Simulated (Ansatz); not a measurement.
## Dielectric response of KCl (001) films

Aim: the electronic and static ε of rocksalt KCl (001) from films of several thicknesses in a field.

Method: plane-wave DFT, PBE, Ansatz PAW, in the first sound run; inputs show where later runs differ, in Ansatz 0.2.0.

## (1) Starting point

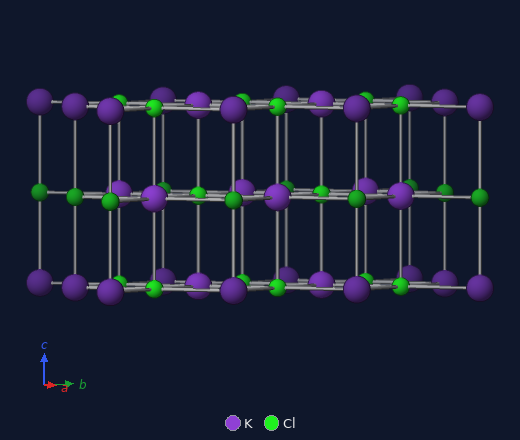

The cell as given, from the side, with the c axis up (potassium purple, chlorine green). 1×2×1 cells are drawn. Some periodic images of atoms are drawn too.

The cell holds 6 atoms: 3 K and 3 Cl. Its edges and angles: a = 4.448 Å, b = 4.448 Å, c = 24.290 Å, α = 90.0°, β = 90.0°, γ = 90.0°. It derives from KCl (rocksalt KCl). Vacuum lies along c.

## (2) Relaxation, 6 atoms, units 3

The structure is relaxed first, because levels and dipoles at a surface follow the positions of the outer atoms.

input.yaml reads:

```yaml
crystal:
  lattice:
    - [4.44770165, 0.0, 0.0]
    - [0.0, 4.44770165, 0.0]
    - [0.0, 0.0, 24.29]
  atoms:
    - { symbol: K, position: [0.5, 0.5, 0.3705228489] }
    - { symbol: Cl, position: [0.0, 0.0, 0.3705228489] }
    - { symbol: K, position: [0.0, 0.0, 0.5] }
    - { symbol: Cl, position: [0.5, 0.5, 0.5] }
    - { symbol: K, position: [0.5, 0.5, 0.6294771511] }
    - { symbol: Cl, position: [0.0, 0.0, 0.6294771511] }
kpoints:
  mp_grid: { grid: [6, 6, 1] }
hamiltonian:
  xc: pbe
scf:
  occupations: { method: fixed }
  convergence: { dr2_threshold: 1.0e-09 }
efield:
  axis: 3
  dipole_correction: true
  ramp_position: 0.97
  ramp_width: 0.06
relax:
  f_tol: 0.003
  max_steps: 100
output:
  write_potential: true
  write_density: true
  volumetric_format: npy
```

Launch:

```
$ ansatz run input.yaml --threads 8 --pin off --max-ram 12288MiB --backend cpu --events-out ev --progress --plain --runs-dir out
```

Numbers of over 12 decimals in the logs are rounded to 6 here.

What it wrote:

```text
Engine: ansatz 0.2.0, aarch64-unknown-linux-gnu
Pseudopotentials: kind: paw
Pseudopotential: K, paw, valence charge 9, recommended cutoff 420 eV (normal), K.paw.azcp
Pseudopotential: Cl, paw, valence charge 7, recommended cutoff 420 eV (normal), Cl.paw.azcp
Functional definition: PBE
  parameter kappa = 0.804
  parameter beta = 0.066725
  exchange = pbe_x(kappa = kappa, mu = beta*pi^2/3)
  correlation = pbe_c(beta = beta)
Crystal: 6 atoms, lattice volume = 480.506 Å³
Basis set: ecut = 420 eV, 9481 PW (Γ), exchange–correlation on 60×60×360 points (8 copies of the dense FFT grid, shifted against one another)
Bands: 30, of which v1, the nominal top of the filled ones, is band 24 counted from 1 (23 counted from 0)
Symmetry: 8 space group operations
k-points: 10 of 36
Non-local potential: K, projectors of the file, l = 0: 3, l = 1: 2, l = 2: 2
Non-local potential: Cl, projectors of the file, l = 0: 2, l = 1: 2, l = 2: 2
PAW form: soft (Blöchl's): semilocal exchange-correlation on the pseudo side does not see the compensation charge
PAW one-centre angular grid: K, 110 points (default); XC on 64 Gauss nodes
PAW one-centre angular grid: Cl, 110 points (default); XC on 64 Gauss nodes
Initial density: superposition of atomic densities (neutral atoms: chi_scale 0, normalization atom), corrected by the library's trained network
Initial wavefunctions: pseudopotential atomic-orbital guess
Functional: x = pbe(κ = 0.804, μ = 0.219515), c = pbe(β = 0.066725)
SCF iter   1: F=—  HF=-7863.379774 eV  |F-HF|=—  |Δ(HF+E_count)|=         —  Δρ=3.42e-4  dr2=1.04e-3  ethr=1.77e-3  p=-0.000 e·Å  D=-2.21e-14 V/Å  ΔV_dip=0.00 eV  dr2_dipole=3.11e-10  V_vac-E_F(+/−)=6.07/6.07 eV  ⟨swp⟩=5.7  Hψ=1112  notcnv=0  defer=35
efield: sawtooth ramp at fractional position 0.9700 (set: `efield.ramp_position`, or a place that a band, a saddle search or an elastic batch's reference lends), width 0.0600; the density the first Hamiltonian is built on has a dipole p = -0.000 e·Å; the dipole correction subtracts the counter field D = -2.21e-14 V/Å, which shifts the + side's vacuum level by +0.00 eV against the − side's; the planar-averaged density in the ramp window peaks in size at 1.6e-6 e/Å³
preconditioner: auto → Resta (q_TF=auto, 1.858 Å⁻¹)  ε∞=1.7  [insulator: Δε(μ)=4.927 eV  Ē_g=13.595 eV  n_scr=50 (ndim 8)  ℏωp=11.0 eV  f_vac=0.596  ε∞_Penn≈1.7  vacuum switching on, ρ_ref=1.3e-2 e/Å³]
SCF iter   2: F=—  HF=-7863.380340 eV  |F-HF|=—  |Δ(HF+E_count)|=   5.66e-4  Δρ=1.20e-4  dr2=7.61e-5  ethr=2.17e-6  p=0.000 e·Å  D=5.08e-6 V/Å  ΔV_dip=-0.00 eV  dr2_dipole=1.65e-10  V_vac-E_F(+/−)=6.10/6.10 eV  ⟨swp⟩=3.5  Hψ=671  notcnv=0  defer=41
density mixer auto → msr1: gapped (density of states about μ 0.00 of a free-electron gas's, 50 screened modes)
SCF iter   3: F=—  HF=-7863.380516 eV  |F-HF|=—  |Δ(HF+E_count)|=   1.76e-4  Δρ=4.88e-5  dr2=9.63e-6  ethr=1.59e-7  p=0.000 e·Å  D=2.96e-8 V/Å  ΔV_dip=-0.00 eV  dr2_dipole=4.00e-12  V_vac-E_F(+/−)=6.11/6.11 eV  ⟨swp⟩=3.0  Hψ=424  notcnv=0  defer=41
SCF iter   4: F=—  HF=-7863.380572 eV  |F-HF|=—  |Δ(HF+E_count)|=   5.60e-5  Δρ=1.10e-5  dr2=7.30e-7  ethr=2.01e-8  p=0.000 e·Å  D=1.33e-6 V/Å  ΔV_dip=-0.00 eV  dr2_dipole=1.21e-11  V_vac-E_F(+/−)=6.11/6.11 eV  ⟨swp⟩=3.2  Hψ=478  notcnv=0  defer=40
SCF iter   5: F=—  HF=-7863.380649 eV  |F-HF|=—  |Δ(HF+E_count)|=   7.69e-5  Δρ=2.14e-6  dr2=1.37e-8  ethr=1.52e-9  p=0.000 e·Å  D=2.24e-7 V/Å  ΔV_dip=-0.00 eV  dr2_dipole=4.23e-13  V_vac-E_F(+/−)=6.11/6.11 eV  ⟨swp⟩=2.0  Hψ=526  notcnv=0  defer=40
SCF iter   6: F=-7863.380649 eV  HF=-7863.380649 eV  |F-HF|=6.64e-9  |Δ(HF+E_count)|=   1.24e-7  Δρ=4.25e-7  dr2=8.91e-10  ethr=2.08e-12  p=0.000 e·Å  D=5.72e-7 V/Å  ΔV_dip=-0.00 eV  dr2_dipole=3.04e-12  V_vac-E_F(+/−)=6.11/6.11 eV  ⟨swp⟩=7.2  Hψ=1636  notcnv=0
SCF 1 converged in 6 iterations: F = -7863.380649 eV  dr2 = 8.91e-10
  greatest PAW one-centre occupation: 0.987 electrons in one spin orbital (limit 2), on the K atom at site 2 (counted from 0), in its partial waves of l = 0
relax step   1: F+E_penalty+E_count = -7863.38064890 eV  Δ(F+E_penalty+E_count) = +0.000e0 eV  max|allowed force component| = 8.654e-2 eV/Å  Δτ_max = 0.0000 Å  (6 SCF iters, accepted)
Initial density: handed on by an earlier stage of this run
Initial wavefunctions: those handed on with the density
iter 1 solved again at ethr=1.57e-5 eV; its pass at ethr=3.10e-3 eV (dr2=7.56e-3 eV) is discarded
SCF iter   1: F=—  HF=-7863.387187 eV  |F-HF|=—  |Δ(HF+E_count)|=         —  Δρ=5.20e-4  dr2=7.74e-3  ethr=1.57e-5  p=0.000 e·Å  D=5.72e-7 V/Å  ΔV_dip=-0.00 eV  dr2_dipole=2.85e-12  V_vac-E_F(+/−)=6.11/6.11 eV  ⟨swp⟩=2.0  Hψ=974  notcnv=0  defer=40
efield: sawtooth ramp at fractional position 0.9700 (set: `efield.ramp_position`, or a place that a band, a saddle search or an elastic batch's reference lends), width 0.0600; the density the first Hamiltonian is built on has a dipole p = 0.000 e·Å; the dipole correction subtracts the counter field D = 5.72e-7 V/Å, which shifts the + side's vacuum level by -0.00 eV against the − side's; the planar-averaged density in the ramp window peaks in size at 2.7e-8 e/Å³
preconditioner: auto → Resta (q_TF=auto, 1.858 Å⁻¹)  ε∞=1.7  [insulator: Δε(μ)=4.934 eV  Ē_g=13.564 eV  n_scr=50 (ndim 8)  ℏωp=11.0 eV  f_vac=0.595  ε∞_Penn≈1.7  vacuum switching on, ρ_ref=1.3e-2 e/Å³]
SCF iter   2: F=—  HF=-7863.384863 eV  |F-HF|=—  |Δ(HF+E_count)|=   2.32e-3  Δρ=2.74e-4  dr2=3.66e-4  ethr=1.57e-5  p=0.000 e·Å  D=8.81e-8 V/Å  ΔV_dip=-0.00 eV  dr2_dipole=5.12e-14  V_vac-E_F(+/−)=6.19/6.19 eV  ⟨swp⟩=3.1  Hψ=405  notcnv=0  defer=40  κ⁻¹=1.0e0(r=1)
density mixer auto → broyden: gapped, where msr1 would fit the directions that read negative (density of states about μ 0.00 of a free-electron gas's, 50 screened modes)
SCF iter   3: F=—  HF=-7863.384765 eV  |F-HF|=—  |Δ(HF+E_count)|=   9.81e-5  Δρ=1.01e-4  dr2=5.79e-5  ethr=7.62e-7  p=0.000 e·Å  D=1.41e-8 V/Å  ΔV_dip=-0.00 eV  dr2_dipole=1.66e-16  V_vac-E_F(+/−)=6.20/6.20 eV  ⟨swp⟩=2.8  Hψ=496  notcnv=0  defer=40  κ⁻¹=2.0e-2(r=2)
SCF iter   4: F=—  HF=-7863.384756 eV  |F-HF|=—  |Δ(HF+E_count)|=   8.82e-6  Δρ=2.38e-5  dr2=1.36e-6  ethr=1.21e-7  p=0.000 e·Å  D=2.09e-9 V/Å  ΔV_dip=-0.00 eV  dr2_dipole=3.01e-15  V_vac-E_F(+/−)=6.21/6.21 eV  ⟨swp⟩=2.0  Hψ=477  notcnv=0  defer=39  κ⁻¹=2.3e-4(r=3)
SCF iter   5: F=—  HF=-7863.384821 eV  |F-HF|=—  |Δ(HF+E_count)|=   6.51e-5  Δρ=7.60e-6  dr2=1.62e-7  ethr=2.82e-9  p=0.000 e·Å  D=2.20e-8 V/Å  ΔV_dip=-0.00 eV  dr2_dipole=1.61e-15  V_vac-E_F(+/−)=6.21/6.21 eV  ⟨swp⟩=2.0  Hψ=479  notcnv=0  defer=30  κ⁻¹=9.5e-5(r=4)
[...]
preconditioner: auto → Resta (q_TF=auto, 1.858 Å⁻¹)  ε∞=1.7  [insulator: Δε(μ)=4.937 eV  Ē_g=13.580 eV  n_scr=50 (ndim 8)  ℏωp=11.0 eV  f_vac=0.593  ε∞_Penn≈1.7  vacuum switching on, ρ_ref=1.3e-2 e/Å³]
SCF iter   2: F=—  HF=-7863.385391 eV  |F-HF|=—  |Δ(HF+E_count)|=   2.90e-4  Δρ=1.37e-4  dr2=8.10e-5  ethr=2.91e-6  p=0.000 e·Å  D=2.21e-7 V/Å  ΔV_dip=-0.00 eV  dr2_dipole=2.86e-14  V_vac-E_F(+/−)=6.22/6.22 eV  ⟨swp⟩=2.4  Hψ=482  notcnv=0  defer=38  κ⁻¹=1.0e0(r=1)
density mixer auto → broyden: gapped, where msr1 would fit the directions that read negative (density of states about μ 0.00 of a free-electron gas's, 50 screened modes)
SCF iter   3: F=—  HF=-7863.385408 eV  |F-HF|=—  |Δ(HF+E_count)|=   1.72e-5  Δρ=5.77e-5  dr2=1.66e-5  ethr=1.69e-7  p=0.000 e·Å  D=1.70e-7 V/Å  ΔV_dip=-0.00 eV  dr2_dipole=1.73e-16  V_vac-E_F(+/−)=6.22/6.22 eV  ⟨swp⟩=1.8  Hψ=337  notcnv=0  defer=37  κ⁻¹=2.0e-2(r=2)
SCF iter   4: F=—  HF=-7863.385410 eV  |F-HF|=—  |Δ(HF+E_count)|=   2.30e-6  Δρ=9.65e-6  dr2=3.19e-7  ethr=3.46e-8  p=0.000 e·Å  D=1.74e-7 V/Å  ΔV_dip=-0.00 eV  dr2_dipole=1.60e-14  V_vac-E_F(+/−)=6.21/6.21 eV  ⟨swp⟩=2.2  Hψ=402  notcnv=0  defer=36  κ⁻¹=3.2e-4(r=3)
SCF iter   5: F=—  HF=-7863.385480 eV  |F-HF|=—  |Δ(HF+E_count)|=   7.03e-5  Δρ=2.45e-6  dr2=1.69e-8  ethr=6.65e-10  p=0.000 e·Å  D=2.34e-7 V/Å  ΔV_dip=-0.00 eV  dr2_dipole=2.10e-14  V_vac-E_F(+/−)=6.21/6.21 eV  ⟨swp⟩=2.4  Hψ=503  notcnv=0  defer=24  κ⁻¹=3.2e-5(r=4)
SCF iter   6: F=—  HF=-7863.385480 eV  |F-HF|=—  |Δ(HF+E_count)|=   1.24e-8  Δρ=1.02e-6  dr2=2.49e-9  ethr=2.08e-12  p=0.000 e·Å  D=1.92e-7 V/Å  ΔV_dip=-0.00 eV  dr2_dipole=1.22e-12  V_vac-E_F(+/−)=6.21/6.21 eV  ⟨swp⟩=7.0  Hψ=1679  notcnv=0  κ⁻¹=6.4e-6(r=5)
SCF iter   7: F=-7863.385480 eV  HF=-7863.385480 eV  |F-HF|=2.66e-10  |Δ(HF+E_count)|=   4.01e-9  Δρ=2.01e-7  dr2=1.61e-10  ethr=2.08e-12  p=-0.000 e·Å  D=-2.59e-7 V/Å  ΔV_dip=0.00 eV  dr2_dipole=4.16e-14  V_vac-E_F(+/−)=6.21/6.21 eV  ⟨swp⟩=7.0  Hψ=1561  notcnv=0
SCF 3 converged in 7 iterations: F = -7863.385480 eV  dr2 = 1.61e-10
relax step   3: F+E_penalty+E_count = -7863.38548046 eV  Δ(F+E_penalty+E_count) = -6.593e-4 eV  max|allowed force component| = 3.143e-3 eV/Å  Δτ_max = 0.0197 Å  (7 SCF iters, accepted)
SCF iter   1: F=—  HF=-7863.385425 eV  |F-HF|=—  |Δ(HF+E_count)|=         —  Δρ=4.49e-5  dr2=2.84e-5  ethr=8.50e-7  p=-0.000 e·Å  D=-2.59e-7 V/Å  ΔV_dip=0.00 eV  dr2_dipole=5.58e-12  V_vac-E_F(+/−)=6.21/6.21 eV  ⟨swp⟩=3.0  Hψ=599  notcnv=0  defer=40
efield: sawtooth ramp at fractional position 0.9700 (set: `efield.ramp_position`, or a place that a band, a saddle search or an elastic batch's reference lends), width 0.0600; the density the first Hamiltonian is built on has a dipole p = -0.000 e·Å; the dipole correction subtracts the counter field D = -2.59e-7 V/Å, which shifts the + side's vacuum level by +0.00 eV against the − side's; the planar-averaged density in the ramp window peaks in size at 1.3e-7 e/Å³
preconditioner: auto → Resta (q_TF=auto, 1.858 Å⁻¹)  ε∞=1.7  [insulator: Δε(μ)=4.949 eV  Ē_g=13.598 eV  n_scr=50 (ndim 8)  ℏωp=11.0 eV  f_vac=0.593  ε∞_Penn≈1.7  vacuum switching on, ρ_ref=1.3e-2 e/Å³]
SCF iter   2: F=—  HF=-7863.385422 eV  |F-HF|=—  |Δ(HF+E_count)|=   3.36e-6  Δρ=2.10e-5  dr2=2.17e-6  ethr=5.91e-8  p=0.000 e·Å  D=4.15e-7 V/Å  ΔV_dip=-0.00 eV  dr2_dipole=7.83e-14  V_vac-E_F(+/−)=6.21/6.21 eV  ⟨swp⟩=2.0  Hψ=457  notcnv=0  defer=39  κ⁻¹=1.0e0(r=1)
density mixer auto → broyden: gapped, where msr1 would fit the directions that read negative (density of states about μ 0.00 of a free-electron gas's, 50 screened modes)
SCF iter   3: F=—  HF=-7863.385495 eV  |F-HF|=—  |Δ(HF+E_count)|=   7.33e-5  Δρ=9.27e-6  dr2=4.76e-7  ethr=4.52e-9  p=0.000 e·Å  D=5.08e-7 V/Å  ΔV_dip=-0.00 eV  dr2_dipole=4.99e-15  V_vac-E_F(+/−)=6.21/6.21 eV  ⟨swp⟩=1.1  Hψ=287  notcnv=0  defer=21  κ⁻¹=2.6e-2(r=2)
SCF iter   4: F=—  HF=-7863.385496 eV  |F-HF|=—  |Δ(HF+E_count)|=   3.34e-7  Δρ=1.49e-6  dr2=7.46e-9  ethr=9.92e-10  p=0.000 e·Å  D=5.57e-7 V/Å  ΔV_dip=-0.00 eV  dr2_dipole=1.21e-15  V_vac-E_F(+/−)=6.21/6.21 eV  ⟨swp⟩=2.0  Hψ=369  notcnv=0  defer=28  κ⁻¹=4.3e-4(r=3)
SCF iter   5: F=-7863.385496 eV  HF=-7863.385496 eV  |F-HF|=5.52e-10  |Δ(HF+E_count)|=   5.83e-9  Δρ=4.30e-7  dr2=4.77e-10  ethr=2.08e-12  p=0.000 e·Å  D=5.73e-7 V/Å  ΔV_dip=-0.00 eV  dr2_dipole=1.30e-12  V_vac-E_F(+/−)=6.21/6.21 eV  ⟨swp⟩=7.1  Hψ=1727  notcnv=0
SCF 4 converged in 5 iterations: F = -7863.385496 eV  dr2 = 4.77e-10
relax step   4: F+E_penalty+E_count = -7863.38549578 eV  Δ(F+E_penalty+E_count) = -1.532e-5 eV  max|allowed force component| = 1.117e-4 eV/Å  Δτ_max = 0.0034 Å  (5 SCF iters, accepted)
NSCF: frozen V_eff on 10 k-points
the band table was solved once a step of the walk had ended and its energy, with any forces and stress, was formed, with the checks that follow a solve (2044 applications of the Hamiltonian). They found nothing against the state; the energy, forces and stress were not computed again (output.eigenvalues in the input reference)
SCF converged after 5 iterations
Stability not checked: this state was not tested for a lower state beside it, because the mixer in use, unlike msr1, does not test its closes by its own steps (another_mixer; see scf.mixing.algorithm and scf.lower_state_search)
Free energy (F): -7863.385496 eV
Harris-Foulkes:  -7863.385496 eV  (|F-HF|=5.52e-10)
Internal energy: -7863.385496 eV  (E = F + TS)
E sigma→0 (E₀):  -7863.385496 eV
Fermi energy:    -3.427996 eV
Dipole field:    D = -0.000000 V/Å  (p = -0.000001 e·Å, saw-weighted, corrected)
Work function:   Φ+ = 6.2120 eV   Φ− = 6.2120 eV
Levels:          The Fermi level and band energies are counted from a zero that moves with the ramp; work functions are not
--- Per-component energies (eV) ---
  E_band       = -604.874295
  E_kinetic    = 1247.218125
  E_local      = -19139.455744  (includes V_loc(G=0)·N_el)
  E_nonlocal   = 123.038465
  E_hartree    = 9052.485250
  E_xc         = -729.065118
  E_vxc        = -863.443497  (∫ρ·V_xc dr)
  E_paw        = -4323.441741  (= ΣΔE_a)
  E_vpaw       = -77.202395  (= ΣTr[D̂ρ^β])
  E_aug_tail   = 0.000257  (compensation charges beyond the density's cutoff)
  E_efield     = 0.000000  (sawtooth field / dipole correction)
  E_vefield    = 0.000000  (∫n·V_field dr)
  E_ewald      = 5905.835009
  E_smearing   = -0.000000  (= −TS)
  E_closure    = -0.000000  (closes the sum)
  Σ components = -7863.385496   (vs F -7863.385496, Δ=0.00e0)
--- Forces (eV/Å), atoms counted from 1 ---
  atom   1  K      0.00000000     0.00000000    -0.00011167
  atom   2  Cl    -0.00000000     0.00000000    -0.00005530
  atom   3  K      0.00000000     0.00000000    -0.00000237
  atom   4  Cl     0.00000000     0.00000000     0.00000317
  atom   5  K      0.00000000     0.00000000     0.00010858
  atom   6  Cl     0.00000000     0.00000000     0.00005773
  max |Σ_I F_I| component: 1.34e-7 eV/Å
--- Band table (eV; the first three rows and the last of 10) ---
  k-point 0: bands = [... 20 lower, -3.4590, -3.4590, -3.4280, -3.4280, 1.5245, 1.8698, 2.6416, 3.1993, ... 2 higher]
  k-point 1: bands = [... 20 lower, -3.6214, -3.5238, -3.5107, -3.4864, 1.8583, 2.1184, 2.8970, 3.4057, ... 2 higher]
  k-point 2: bands = [... 20 lower, -3.6453, -3.6112, -3.5995, -3.5756, 2.6317, 2.7513, 3.5585, 3.9427, ... 2 higher]
  k-point 9: bands = [... 20 lower, -3.7213, -3.7213, -3.6146, -3.4975, 3.3382, 3.3382, 4.2420, 4.2420, ... 2 higher]
--- Relaxed structure (4 steps of the walk, 4 accepted, 0 SCFs on fresh bases) ---
  F+E_penalty+E_count = -7863.38549578 eV   max|allowed force component| = 1.117e-4 eV/Å
  atoms:
    - { symbol: K, position: [0.5, 0.5, 0.369676] }
    - { symbol: Cl, position: [0, 0.0, 0.367933] }
    - { symbol: K, position: [0, 0.0, 0.500000] }
    - { symbol: Cl, position: [0.5, 0.5, 0.500000] }
    - { symbol: K, position: [0.5, 0.5, 0.630324] }
    - { symbol: Cl, position: [0, 0.0, 0.632067] }
```

Wall time 4.5 s (8 threads of Arm Neoverse V2, shared host); peak memory 0.91 GiB; 32 s of CPU time.

The steps of the relaxation:

| step | energy less that of the first step (eV) | largest force component (eV/Å) |
| --- | --- | --- |
| 1 | 0.0000 | 0.0865 |
| 2 | -0.0042 | 0.0180 |
| 3 | -0.0048 | 0.0031 |
| 4 | -0.0048 | 0.0001 |

The run keeps the 8 symmetry operations that it works with, so distortions that break them were not tested.

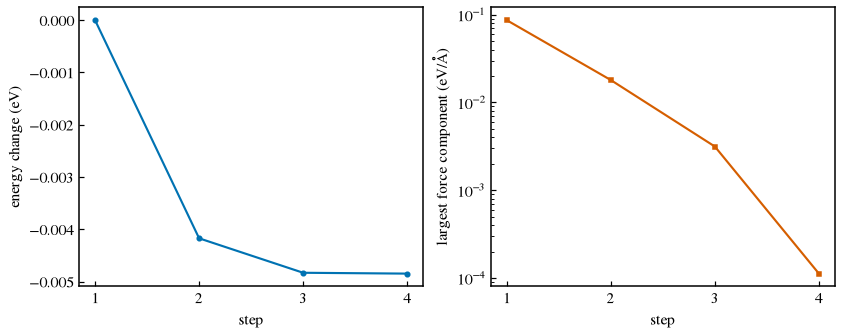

Energy and largest force along the relaxation.

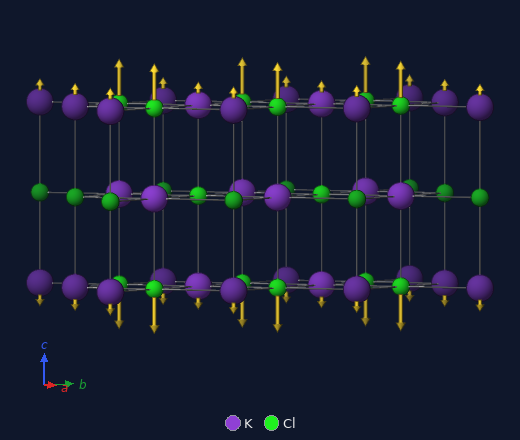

Displacements in the relaxation, exaggerated; the longest in the cell stands for 0.06 Å. 1×2×1 cells are drawn. Some periodic images of atoms are drawn too.

The atoms that moved most (Å):

| atom | dx | dy | dz | length |
| --- | --- | --- | --- | --- |
| Cl2 | 0.000 | 0.000 | -0.063 | 0.063 |
| Cl6 | 0.000 | 0.000 | 0.063 | 0.063 |
| K5 | 0.000 | 0.000 | 0.021 | 0.021 |
| K1 | 0.000 | 0.000 | -0.021 | 0.021 |

The relaxed structure:

```xyz
6
Lattice="4.4477 0.0000 0.0000 0.0000 4.4477 0.0000 0.0000 0.0000 24.2900" Properties=species:S:1:pos:R:3
K     2.2239    2.2239    8.9794
Cl    0.0000    0.0000    8.9371
K     0.0000    0.0000   12.1450
Cl    2.2239    2.2239   12.1450
K     2.2239    2.2239   15.3106
Cl    0.0000    0.0000   15.3529
```

This step gave:

```
gap on the k-mesh             : 4.952 eV
dipole along the normal       : -1.11e-6 e·Å
ionisation energy, upper face : 6.212 eV
electron affinity, upper face : 1.260 eV
```

Running mean over 3.145 Å of the planar mean; the ramp of the sawtooth is left out. Table of electron's electrostatic potential energy less the highest filled level by z:

| z (Å) | electron's electrostatic potential energy less the highest filled level (eV) |
| --- | --- |
| 4 | 6.21 |
| 6 | 6.16 |
| 8 | 2.00 |
| 10 | 1.53 |
| 12 | 1.44 |
| 14 | 1.58 |
| 16 | 1.66 |
| 18 | 6.09 |
| 20 | 6.21 |

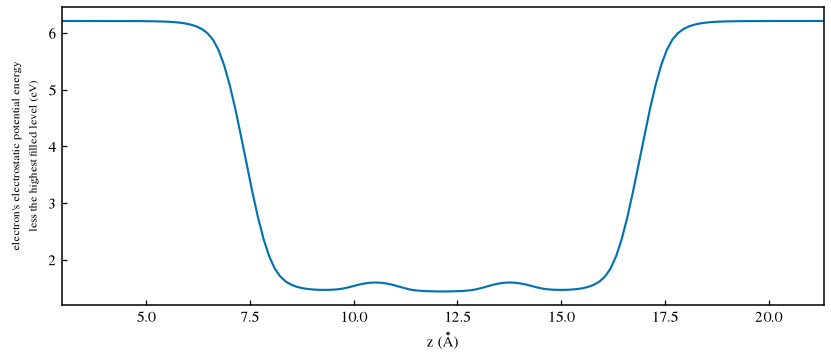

Electron's electrostatic potential energy less the highest filled level, plotted against z.

The relaxation took 4 steps and lowered the energy by 0.0048 eV; the largest force on the free atoms ends at 1.1e-4 eV/Å.

The gap is 4.95 eV, with the valence edge 6.21 eV and the conduction edge 1.26 eV under the upper vacuum level.

(Continued in part 2 of 5.)

[Logs are printed without paths, hosts, clocks, repeated set-up lines and the standing remarks that a program may print on its own settings, such as how far it seeks lower states.]

[Hosts, paths, dates, database ids (printed as entryN), source tags and the programs' standing remarks are cut or masked in the printed files.]

[Maps of the electrostatic potential energy from Ansatz leave out the sawtooth potential of an applied field or a dipole correction, so their vacuum need not be flat; planar profiles and work functions include it.]
